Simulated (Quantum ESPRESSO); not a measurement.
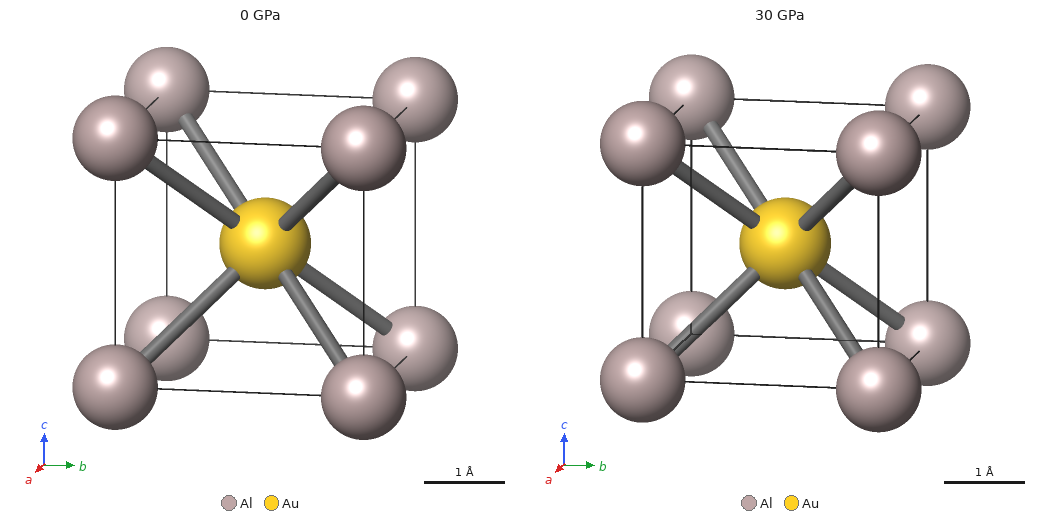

AlAu, caesium chloride (CsCl, B2) type, space group Pm-3m (No. 221), relaxed (cell and atoms) under a series of hydrostatic pressures; the conventional cell is drawn at the lowest and the highest, to one scale (sticks follow a distance rule). The start was a structure listed in the Materials Project. It needn't be the stable form of this composition.

Alike in all runs: Quantum ESPRESSO 7.5; functional PBEsol; potentials GBRV 1.5 PBEsol; cutoff 707 eV; k mesh 8 × 8 × 8 on the run's cell of 2 atoms; occupations fermi-dirac, width 0.05 eV; no spin polarisation; no spin-orbit coupling.

| pressure (GPa) | volume (Å³/atom) | a (Å) |
| --- | --- | --- |
| 0.0 | 15.992 | 3.174 |
| 2.0 | 15.752 | 3.158 |
| 5.0 | 15.430 | 3.137 |
| 10.0 | ? | ? |
| 20.0 | 14.257 | 3.055 |
| 30.0 | 13.703 | 3.015 |

> What equation of state do the given rows imply, and what volume does it predict for the missing row?

The fit gives V0 = 15.99 Å³/atom, B0 = 127 GPa and B0′ = 5.5, which puts the volume at 10.0 GPa at 14.97 Å³/atom. The run gave volume 14.972 Å³/atom; a 3.105 Å.

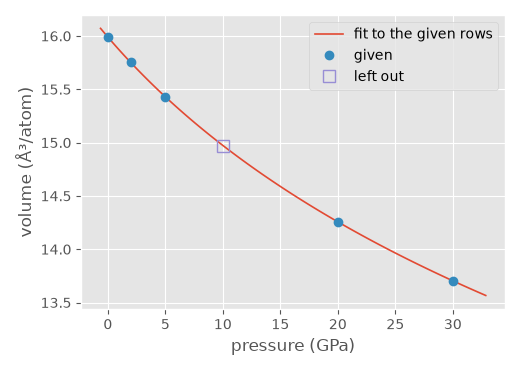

Volume against pressure, with the fit. The structure was kept in its own symmetry, so a change to another phase within this range wouldn't be seen.

Caveat: spin-orbit coupling is left out, which matters for Au, if less for volumes and forces than for levels.
